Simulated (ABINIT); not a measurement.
**Geometry relaxation, with input and output: HgTe (part 2 of 3)**

Continued. System: HgTe (F-43m, 2 atoms in the cell). Method: Kohn-Sham DFT of a periodic cell, PBE, PseudoDojo NC SR PBE v0.4.1 standard, no spin polarisation (ABINIT 10.8.3); cutoff 1088.46 eV, 5×5×5 k-mesh, fermi-dirac of 0.05 eV. The structure derives from an entry of the Crystallography Open Database.

Geometry of the input (Å; fractional positions):
```
0.0000  3.2145  3.2145
3.2145  0.0000  3.2145
3.2145  3.2145  0.0000
Hg 0.0000  0.0000  0.0000
Te 0.7500  0.7500  0.7500
```

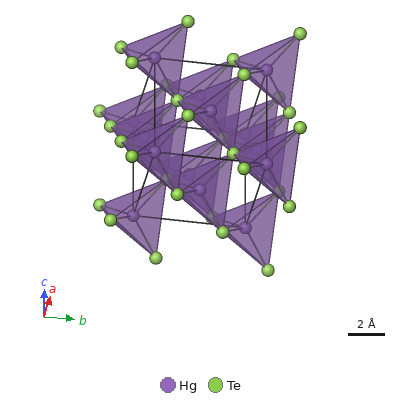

Fig. 1: The input geometry (polyhedral view of the cell 4 times as large as that of the calculation, set on its symmetry axes, seen at an oblique angle; polyhedra are completed across the faces of the cell). An atom can appear more than once, as a periodic image.

Log, continued:
```
 Cartesian coordinates (xcart) [bohr]
 -2.36631615622061E-29 -2.36631615622061E-29  7.09894846866182E-29
  9.15610035861932E+00  9.15610035861932E+00  9.15610035861932E+00
 Reduced coordinates (xred)
  5.81493337006107E-30  5.81493337006108E-30 -9.69155561676846E-30
  7.50000000000000E-01  7.50000000000000E-01  7.50000000000000E-01
 Cartesian forces (fcart) [Ha/bohr]; max,rms= 6.61685E-29 4.22343E-29 (free atoms)
 -2.20561575154067E-29 -2.20561575154066E-29  6.61684725462200E-29
  2.20561575154067E-29  2.20561575154066E-29 -6.61684725462200E-29
 Gradient of E wrt nuclear positions in reduced coordinates (gred)
 -2.69264522315439E-28 -2.69264522315439E-28  2.69264522315439E-28
  2.69264522315439E-28  2.69264522315439E-28 -2.69264522315439E-28
 Scale of Primitive Cell (acell) [bohr]
  8.63245420373907E+00  8.63245420373907E+00  8.63245420373907E+00
 Real space primitive translations (rprimd) [bohr]
  0.00000000000000E+00  6.10406690574621E+00  6.10406690574621E+00
  6.10406690574621E+00  0.00000000000000E+00  6.10406690574621E+00
  6.10406690574621E+00  6.10406690574621E+00  0.00000000000000E+00
 Unitary Cell Volume (ucvol) [Bohr^3]=  4.54870582865268E+02
 Angles (23,13,12)= [degrees]
  6.00000000000000E+01  6.00000000000000E+01  6.00000000000000E+01
 Lengths [Bohr]
  8.63245420373906E+00  8.63245420373907E+00  8.63245420373907E+00
 Stress tensor in cartesian coordinates (strten) [Ha/bohr^3]
 -1.34777880580472E-04  0.00000000000000E+00  0.00000000000000E+00
  0.00000000000000E+00 -1.34777880580471E-04  0.00000000000000E+00
  0.00000000000000E+00  0.00000000000000E+00 -1.34777880580476E-04
 Total energy (etotal) [Ha]= -2.71487456910276E+02

 Difference of energy with previous step (new-old):
           Absolute (Ha)=-9.74254E-04
           Relative     =-3.58858E-06

--- Iteration: ( 3/50) Internal Cycle: (1/1)
--------------------------------------------------------------------------------

---SELF-CONSISTENT-FIELD CONVERGENCE--------------------------------------------

--- !BeginCycle
iteration_state: {dtset: 1, itime: 3, icycle: 1, }
solver: {iscf: 7, nstep: 80, nline: 4, wfoptalg: 0, }
tolerances: {tolvrs: 1.00E-12, }
...

     iter   Etot(hartree)      deltaE(h)  residm     vres2
 ETOT  1  -270.09550587639    -2.701E+02 2.958E-04 1.365E+04
 ETOT  2  -270.90799569852    -8.125E-01 4.170E-03 4.815E+03
 ETOT  3  -271.48743846622    -5.794E-01 6.563E-03 3.986E+01
 ETOT  4  -271.48984583134    -2.407E-03 8.064E-05 9.575E+00
 ETOT  5  -271.48992344593    -7.761E-05 2.828E-05 2.360E+00
 ETOT  6  -271.49007710432    -1.537E-04 3.280E-05 1.037E-02
 ETOT  7  -271.49007764646    -5.421E-07 7.686E-07 2.442E-04
 ETOT  8  -271.49007767077    -2.431E-08 4.258E-07 3.474E-05
 ETOT  9  -271.49007767278    -2.005E-09 1.448E-08 1.275E-06
 ETOT 10  -271.49007767283    -5.525E-11 1.091E-08 1.242E-07
 ETOT 11  -271.49007767282     1.086E-11 4.463E-10 5.322E-09
 ETOT 12  -271.49007767284    -1.910E-11 3.654E-10 6.472E-11
 ETOT 13  -271.49007767283     1.097E-11 1.773E-11 4.196E-13

 At SCF step   13       vres2   =  4.20E-13 < tolvrs=  1.00E-12 =>converged.

 Cartesian components of stress tensor (hartree/bohr^3)
  sigma(1 1)= -1.74444709E-05  sigma(3 2)=  0.00000000E+00
  sigma(2 2)= -1.74444709E-05  sigma(3 1)=  0.00000000E+00
  sigma(3 3)= -1.74444709E-05  sigma(2 1)=  0.00000000E+00

--- !ResultsGS
iteration_state: {dtset: 1, itime: 3, icycle: 1, }
comment   : Summary of ground state results
lattice_vectors:
- [  0.0000000,   6.2633966,   6.2633966, ]
- [  6.2633966,   0.0000000,   6.2633966, ]
- [  6.2633966,   6.2633966,   0.0000000, ]
lattice_lengths: [   8.85778,    8.85778,    8.85778, ]
lattice_angles: [ 60.000,  60.000,  60.000, ] # degrees, (23, 13, 12)
lattice_volume:   4.9142781E+02
convergence: {deltae:  1.097E-11, res2:  4.196E-13, residm:  1.773E-11, diffor: null, }
etotal    :  -2.71490078E+02
entropy   :   0.00000000E+00
fermie    :   1.47495724E-01
cartesian_stress_tensor: # hartree/bohr^3
- [ -1.74444709E-05,   0.00000000E+00,   0.00000000E+00, ]
- [  0.00000000E+00,  -1.74444709E-05,   0.00000000E+00, ]
- [  0.00000000E+00,   0.00000000E+00,  -1.74444709E-05, ]
pressure_GPa:   5.1323E-01
xred      :
- [  4.0805E-29,   4.0805E-29,  -6.8008E-29, Hg]
- [  7.5000E-01,   7.5000E-01,   7.5000E-01, Te]
cartesian_forces: # hartree/bohr
- [ -0.00000000E+00,  -0.00000000E+00,  -0.00000000E+00, ]
- [ -0.00000000E+00,  -0.00000000E+00,  -0.00000000E+00, ]
force_length_stats: {min:   0.00000000E+00, max:   0.00000000E+00, mean:   0.00000000E+00, }
...

 Integrated electronic density in atomic spheres:
 ------------------------------------------------
 Atom  Sphere_radius  Integrated_density
    1        2.00000         16.51249238
    2        2.00000         11.93959437

---OUTPUT-----------------------------------------------------------------------

 Cartesian coordinates (xcart) [bohr]
 -1.70383455709644E-28 -1.70383455709644E-28  5.11150367128933E-28
  9.39509490064786E+00  9.39509490064786E+00  9.39509490064786E+00
 Reduced coordinates (xred)
  4.08045665744434E-29  4.08045665744435E-29 -6.80076109574057E-29
  7.50000000000000E-01  7.50000000000000E-01  7.50000000000000E-01
 Cartesian forces (fcart) [Ha/bohr]; max,rms= 0.00000E+00 0.00000E+00 (free atoms)
 -0.00000000000000E+00 -0.00000000000000E+00 -0.00000000000000E+00
 -0.00000000000000E+00 -0.00000000000000E+00 -0.00000000000000E+00
 Gradient of E wrt nuclear positions in reduced coordinates (gred)
  0.00000000000000E+00  0.00000000000000E+00  0.00000000000000E+00
  0.00000000000000E+00  0.00000000000000E+00  0.00000000000000E+00
 Scale of Primitive Cell (acell) [bohr]
  8.85778041885234E+00  8.85778041885234E+00  8.85778041885234E+00
 Real space primitive translations (rprimd) [bohr]
  0.00000000000000E+00  6.26339660043191E+00  6.26339660043191E+00
  6.26339660043190E+00  0.00000000000000E+00  6.26339660043190E+00
  6.26339660043191E+00  6.26339660043191E+00  0.00000000000000E+00
 Unitary Cell Volume (ucvol) [Bohr^3]=  4.91427813118642E+02
 Angles (23,13,12)= [degrees]
  6.00000000000000E+01  6.00000000000000E+01  6.00000000000000E+01
 Lengths [Bohr]
  8.85778041885234E+00  8.85778041885234E+00  8.85778041885234E+00
 Stress tensor in cartesian coordinates (strten) [Ha/bohr^3]
 -1.74444709200600E-05  0.00000000000000E+00  0.00000000000000E+00
  0.00000000000000E+00 -1.74444709200635E-05  0.00000000000000E+00
  0.00000000000000E+00  0.00000000000000E+00 -1.74444709200583E-05
 Total energy (etotal) [Ha]= -2.71490077672828E+02

 Difference of energy with previous step (new-old):
           Absolute (Ha)=-2.62076E-03
           Relative     =-9.65330E-06

--- Iteration: ( 4/50) Internal Cycle: (1/1)
--------------------------------------------------------------------------------

---SELF-CONSISTENT-FIELD CONVERGENCE--------------------------------------------

--- !BeginCycle
iteration_state: {dtset: 1, itime: 4, icycle: 1, }
solver: {iscf: 7, nstep: 80, nline: 4, wfoptalg: 0, }
tolerances: {tolvrs: 1.00E-12, }
...

     iter   Etot(hartree)      deltaE(h)  residm     vres2
 ETOT  1  -271.47487946845    -2.715E+02 2.229E-05 1.827E+02
 ETOT  2  -271.48532414943    -1.044E-02 1.919E-05 3.218E+01
 ETOT  3  -271.48975316397    -4.429E-03 9.112E-05 5.908E+00
 ETOT  4  -271.49012611456    -3.730E-04 2.696E-05 4.449E-01
 ETOT  5  -271.49013788926    -1.177E-05 1.078E-05 9.658E-03
 ETOT  6  -271.49013830425    -4.150E-07 5.676E-07 1.467E-04
 ETOT  7  -271.49013831377    -9.524E-09 3.258E-07 5.280E-06
 ETOT  8  -271.49013831409    -3.191E-10 3.018E-08 1.453E-07
 ETOT  9  -271.49013831411    -1.739E-11 2.052E-08 3.312E-09
 ETOT 10  -271.49013831411     1.080E-12 1.983E-09 2.043E-10
 ETOT 11  -271.49013831412    -6.935E-12 1.361E-09 4.567E-11
 ETOT 12  -271.49013831411     5.969E-12 1.322E-10 2.079E-12
 ETOT 13  -271.49013831411     0.000E+00 9.176E-11 1.454E-14

 At SCF step   13       vres2   =  1.45E-14 < tolvrs=  1.00E-12 =>converged.

 Cartesian components of stress tensor (hartree/bohr^3)
  sigma(1 1)= -2.55846016E-06  sigma(3 2)=  0.00000000E+00
  sigma(2 2)= -2.55846016E-06  sigma(3 1)=  0.00000000E+00
  sigma(3 3)= -2.55846016E-06  sigma(2 1)=  0.00000000E+00

--- !ResultsGS
iteration_state: {dtset: 1, itime: 4, icycle: 1, }
comment   : Summary of ground state results
lattice_vectors:
- [  0.0000000,   6.2892981,   6.2892981, ]
- [  6.2892981,   0.0000000,   6.2892981, ]
- [  6.2892981,   6.2892981,   0.0000000, ]
lattice_lengths: [   8.89441,    8.89441,    8.89441, ]
lattice_angles: [ 60.000,  60.000,  60.000, ] # degrees, (23, 13, 12)
lattice_volume:   4.9754978E+02
convergence: {deltae:  0.000E+00, res2:  1.454E-14, residm:  9.176E-11, diffor: null, }
etotal    :  -2.71490138E+02
entropy   :   0.00000000E+00
fermie    :   1.42414853E-01
cartesian_stress_tensor: # hartree/bohr^3
- [ -2.55846016E-06,   0.00000000E+00,   0.00000000E+00, ]
- [  0.00000000E+00,  -2.55846016E-06,   0.00000000E+00, ]
- [  0.00000000E+00,   0.00000000E+00,  -2.55846016E-06, ]
pressure_GPa:   7.5272E-02
xred      :
- [  4.5603E-29,   4.5603E-29,  -7.6005E-29, Hg]
- [  7.5000E-01,   7.5000E-01,   7.5000E-01, Te]
cartesian_forces: # hartree/bohr
- [  5.35164094E-30,   5.35164094E-30,  -1.60549228E-29, ]
- [ -5.35164094E-30,  -5.35164094E-30,   1.60549228E-29, ]
force_length_stats: {min:   1.77493850E-29, max:   1.77493850E-29, mean:   1.77493850E-29, }
...

 Integrated electronic density in atomic spheres:
 ------------------------------------------------
 Atom  Sphere_radius  Integrated_density
    1        2.00000         16.51500815
    2        2.00000         11.92330885

---OUTPUT-----------------------------------------------------------------------

 Cartesian coordinates (xcart) [bohr]
 -1.91207132174669E-28 -1.91207132174669E-28  5.73621396524007E-28
  9.43394717901969E+00  9.43394717901969E+00  9.43394717901969E+00
 Reduced coordinates (xred)
  4.56029739439044E-29  4.56029739439044E-29 -7.60049565731740E-29
  7.50000000000000E-01  7.50000000000000E-01  7.50000000000000E-01
 Cartesian forces (fcart) [Ha/bohr]; max,rms= 1.60549E-29 1.02476E-29 (free atoms)
  5.35164093842118E-30  5.35164093842118E-30 -1.60549228152635E-29
 -5.35164093842118E-30 -5.35164093842118E-30  1.60549228152635E-29
 Gradient of E wrt nuclear positions in reduced coordinates (gred)
  6.73161305788597E-29  6.73161305788597E-29 -6.73161305788597E-29
 -6.73161305788597E-29 -6.73161305788597E-29  6.73161305788597E-29
 Scale of Primitive Cell (acell) [bohr]
  8.89441069818736E+00  8.89441069818736E+00  8.89441069818736E+00
 Real space primitive translations (rprimd) [bohr]
  0.00000000000000E+00  6.28929811934646E+00  6.28929811934646E+00
  6.28929811934646E+00  0.00000000000000E+00  6.28929811934646E+00
  6.28929811934646E+00  6.28929811934646E+00  0.00000000000000E+00
 Unitary Cell Volume (ucvol) [Bohr^3]=  4.97549780933219E+02
 Angles (23,13,12)= [degrees]
  6.00000000000000E+01  6.00000000000000E+01  6.00000000000000E+01
 Lengths [Bohr]
  8.89441069818736E+00  8.89441069818736E+00  8.89441069818736E+00
 Stress tensor in cartesian coordinates (strten) [Ha/bohr^3]
 -2.55846015732517E-06  0.00000000000000E+00  0.00000000000000E+00
  0.00000000000000E+00 -2.55846015732343E-06  0.00000000000000E+00
  0.00000000000000E+00  0.00000000000000E+00 -2.55846015732170E-06
 Total energy (etotal) [Ha]= -2.71490138314111E+02

 Difference of energy with previous step (new-old):
           Absolute (Ha)=-6.06413E-05
           Relative     =-2.23365E-07

--- Iteration: ( 5/50) Internal Cycle: (1/1)
--------------------------------------------------------------------------------

---SELF-CONSISTENT-FIELD CONVERGENCE--------------------------------------------

--- !BeginCycle
iteration_state: {dtset: 1, itime: 5, icycle: 1, }
solver: {iscf: 7, nstep: 80, nline: 4, wfoptalg: 0, }
tolerances: {tolvrs: 1.00E-12, }
...

     iter   Etot(hartree)      deltaE(h)  residm     vres2
 ETOT  1  -271.48971298614    -2.715E+02 8.266E-07 5.243E+00
 ETOT  2  -271.49001070142    -2.977E-04 4.808E-07 8.567E-01
 ETOT  3  -271.49012699012    -1.163E-04 2.771E-06 1.916E-01
 ETOT  4  -271.49013935654    -1.237E-05 1.033E-06 1.302E-02
 ETOT  5  -271.49013968690    -3.304E-07 2.950E-07 3.139E-04
 ETOT  6  -271.49013970362    -1.673E-08 1.906E-08 4.444E-06
 ETOT  7  -271.49013970388    -2.556E-10 4.640E-09 2.090E-07
 ETOT  8  -271.49013970389    -1.518E-11 7.418E-10 5.172E-09
 ETOT  9  -271.49013970390    -7.276E-12 1.845E-10 6.047E-11
 ETOT 10  -271.49013970389     1.057E-11 4.227E-11 2.269E-12
 ETOT 11  -271.49013970389    -2.103E-12 9.853E-12 4.832E-13

 At SCF step   11       vres2   =  4.83E-13 < tolvrs=  1.00E-12 =>converged.

 Cartesian components of stress tensor (hartree/bohr^3)
  sigma(1 1)= -5.02338920E-08  sigma(3 2)=  0.00000000E+00
  sigma(2 2)= -5.02338920E-08  sigma(3 1)=  0.00000000E+00
  sigma(3 3)= -5.02338920E-08  sigma(2 1)=  0.00000000E+00

--- !ResultsGS
iteration_state: {dtset: 1, itime: 5, icycle: 1, }
comment   : Summary of ground state results
lattice_vectors:
- [  0.0000000,   6.2938149,   6.2938149, ]
- [  6.2938149,   0.0000000,   6.2938149, ]
- [  6.2938149,   6.2938149,   0.0000000, ]
lattice_lengths: [   8.90080,    8.90080,    8.90080, ]
lattice_angles: [ 60.000,  60.000,  60.000, ] # degrees, (23, 13, 12)
lattice_volume:   4.9862254E+02
convergence: {deltae: -2.103E-12, res2:  4.832E-13, residm:  9.853E-12, diffor: null, }
etotal    :  -2.71490140E+02
entropy   :   0.00000000E+00
fermie    :   1.41538961E-01
cartesian_stress_tensor: # hartree/bohr^3
- [ -5.02338920E-08,   0.00000000E+00,   0.00000000E+00, ]
- [  0.00000000E+00,  -5.02338920E-08,   0.00000000E+00, ]
- [  0.00000000E+00,   0.00000000E+00,  -5.02338920E-08, ]
pressure_GPa:   1.4779E-03
xred      :
- [  4.4833E-29,   4.4833E-29,  -7.4722E-29, Hg]
- [  7.5000E-01,   7.5000E-01,   7.5000E-01, Te]
cartesian_forces: # hartree/bohr
- [  1.33695007E-30,   1.33695007E-30,  -4.01085021E-30, ]
- [ -1.33695007E-30,  -1.33695007E-30,   4.01085021E-30, ]
force_length_stats: {min:   4.43416174E-30, max:   4.43416174E-30, mean:   4.43416174E-30, }
...

 Integrated electronic density in atomic spheres:
 ------------------------------------------------
 Atom  Sphere_radius  Integrated_density
    1        2.00000         16.52115649
    2        2.00000         11.92838111

---OUTPUT-----------------------------------------------------------------------

 Cartesian coordinates (xcart) [bohr]
 -1.88113426653043E-28 -1.88113426653044E-28  5.64340279959131E-28
  9.44072241586372E+00  9.44072241586372E+00  9.44072241586372E+00
 Reduced coordinates (xred)
  4.48329260542743E-29  4.48329260542743E-29 -7.47215434237905E-29
  7.50000000000000E-01  7.50000000000000E-01  7.50000000000000E-01
 Cartesian forces (fcart) [Ha/bohr]; max,rms= 4.01085E-30 2.56006E-30 (free atoms)
  1.33695006881329E-30  1.33695006881329E-30 -4.01085020643987E-30
 -1.33695006881329E-30 -1.33695006881329E-30  4.01085020643987E-30
 Gradient of E wrt nuclear positions in reduced coordinates (gred)
  1.68290326447149E-29  1.68290326447149E-29 -1.68290326447149E-29
 -1.68290326447149E-29 -1.68290326447149E-29  1.68290326447149E-29
 Scale of Primitive Cell (acell) [bohr]
  8.90079845274278E+00  8.90079845274278E+00  8.90079845274278E+00
 Real space primitive translations (rprimd) [bohr]
  0.00000000000000E+00  6.29381494390915E+00  6.29381494390915E+00
  6.29381494390915E+00  0.00000000000000E+00  6.29381494390915E+00
  6.29381494390915E+00  6.29381494390915E+00  0.00000000000000E+00
 Unitary Cell Volume (ucvol) [Bohr^3]=  4.98622536305240E+02
 Angles (23,13,12)= [degrees]
  6.00000000000000E+01  6.00000000000000E+01  6.00000000000000E+01
 Lengths [Bohr]
  8.90079845274278E+00  8.90079845274278E+00  8.90079845274278E+00
 Stress tensor in cartesian coordinates (strten) [Ha/bohr^3]
 -5.02338919957518E-08  0.00000000000000E+00  0.00000000000000E+00
  0.00000000000000E+00 -5.02338919957518E-08  0.00000000000000E+00
  0.00000000000000E+00  0.00000000000000E+00 -5.02338919957518E-08
 Total energy (etotal) [Ha]= -2.71490139703893E+02

 Difference of energy with previous step (new-old):
           Absolute (Ha)=-1.38978E-06
           Relative     =-5.11909E-09

 At Broyd/MD step   5, gradients are converged :
  max grad (force/stress) = 5.0234E-06 < tolmxf= 2.0000E-05 ha/bohr (free atoms)

================================================================================

 ----iterations are completed or convergence reached----

 Mean square residual over all n,k,spin=   68.831E-15; max=  98.525E-13
 reduced coordinates (array xred) for    2 atoms
       0.000000000000      0.000000000000     -0.000000000000
       0.750000000000      0.750000000000      0.750000000000
 rms dE/dt=  2.3800E-29; max dE/dt=  3.3658E-29; dE/dt below (all hartree)
    1       0.000000000000      0.000000000000      0.000000000000
    2      -0.000000000000     -0.000000000000      0.000000000000

 cartesian coordinates (angstrom) at end:
    1     -0.00000000000000    -0.00000000000000     0.00000000000000
    2      4.99581515354698     4.99581515354698     4.99581515354698

 cartesian forces (hartree/bohr) at end:
    1      0.00000000000000     0.00000000000000    -0.00000000000000
    2     -0.00000000000000    -0.00000000000000     0.00000000000000
 frms,max,avg= 2.5600645E-30 4.0108502E-30   0.000E+00  0.000E+00  0.000E+00 h/b

 cartesian forces (eV/Angstrom) at end:
    1      0.00000000000000     0.00000000000000    -0.00000000000000
    2     -0.00000000000000    -0.00000000000000     0.00000000000000
 frms,max,avg= 1.3164381E-28 2.0624621E-28   0.000E+00  0.000E+00  0.000E+00 e/A
 length scales=  8.900798452743  8.900798452743  8.900798452743 bohr
              =  4.710099696837  4.710099696837  4.710099696837 angstroms
 Fermi (or HOMO) energy (hartree) =   0.14154   Average Vxc (hartree)=  -0.32403
 Eigenvalues (hartree) for nkpt=  10  k points:
 kpt#   1, nband= 22, wtk=  0.00800, kpt=  0.0000  0.0000  0.0000 (reduced coord)
  -4.07720   -2.17818   -2.17818   -2.17818   -1.20104   -1.20104   -1.20104   -1.20089
  -1.20089   -0.27811   -0.11198   -0.11198   -0.11198   -0.09632   -0.09632    0.10575
   0.14023    0.14023    0.14023    0.30170    0.30170    0.30170
      occupation numbers for kpt#   1
   2.00000    2.00000    2.00000    2.00000    2.00000    2.00000    2.00000    2.00000
   2.00000    2.00000    2.00000    2.00000    2.00000    2.00000    2.00000    2.00000
   1.34228    1.34228    1.34228    0.00000    0.00000    0.00000
 prteigrs : prtvol=0 or 1, do not print more k-points.

--- !EnergyTerms
iteration_state     : {dtset: 1, itime: 5, icycle: 1, }
comment             : Components of total free energy in Hartree
kinetic             :  1.04568366473824E+02
hartree             :  8.51207089760825E+01
xc                  : -5.22156589525330E+01
Ewald energy        : -1.39855897131356E+02
psp_core            :  4.85181831108342E+00
local_psp           : -2.50615453460881E+02
non_local_psp       : -2.33439648426373E+01
internal            : -2.71490080626418E+02
'-kT*entropy'       : -5.90774756254248E-05
total_energy        : -2.71490139703893E+02
total_energy_eV     : -7.38762305345798E+03
band_energy         : -3.44399761872337E+01
...

 Cartesian components of stress tensor (hartree/bohr^3)
  sigma(1 1)= -5.02338920E-08  sigma(3 2)=  0.00000000E+00
  sigma(2 2)= -5.02338920E-08  sigma(3 1)=  0.00000000E+00
  sigma(3 3)= -5.02338920E-08  sigma(2 1)=  0.00000000E+00

-Cartesian components of stress tensor (GPa)         [Pressure=  1.4779E-03 GPa]
- sigma(1 1)= -1.47793213E-03  sigma(3 2)=  0.00000000E+00
- sigma(2 2)= -1.47793213E-03  sigma(3 1)=  0.00000000E+00
- sigma(3 3)= -1.47793213E-03  sigma(2 1)=  0.00000000E+00

== END DATASET(S) ==============================================================
================================================================================

 -outvars: echo values of variables after computation  --------
            acell      8.9007984527E+00  8.9007984527E+00  8.9007984527E+00 Bohr
           etotal     -2.7149013970E+02
            fcart      1.3369500688E-30  1.3369500688E-30 -4.0108502064E-30
                      -1.3369500688E-30 -1.3369500688E-30  4.0108502064E-30
            rprim      0.0000000000E+00  7.0710678119E-01  7.0710678119E-01
                       7.0710678119E-01  0.0000000000E+00  7.0710678119E-01
                       7.0710678119E-01  7.0710678119E-01  0.0000000000E+00
           strten     -5.0233891996E-08 -5.0233891996E-08 -5.0233891996E-08
                       0.0000000000E+00  0.0000000000E+00  0.0000000000E+00
           xangst     -9.9545338382E-29 -9.9545338382E-29  2.9863601515E-28
                       4.9958151535E+00  4.9958151535E+00  4.9958151535E+00
             xred      4.4832926054E-29  4.4832926054E-29 -7.4721543424E-29
                       7.5000000000E-01  7.5000000000E-01  7.5000000000E-01
 Calculation completed.
```
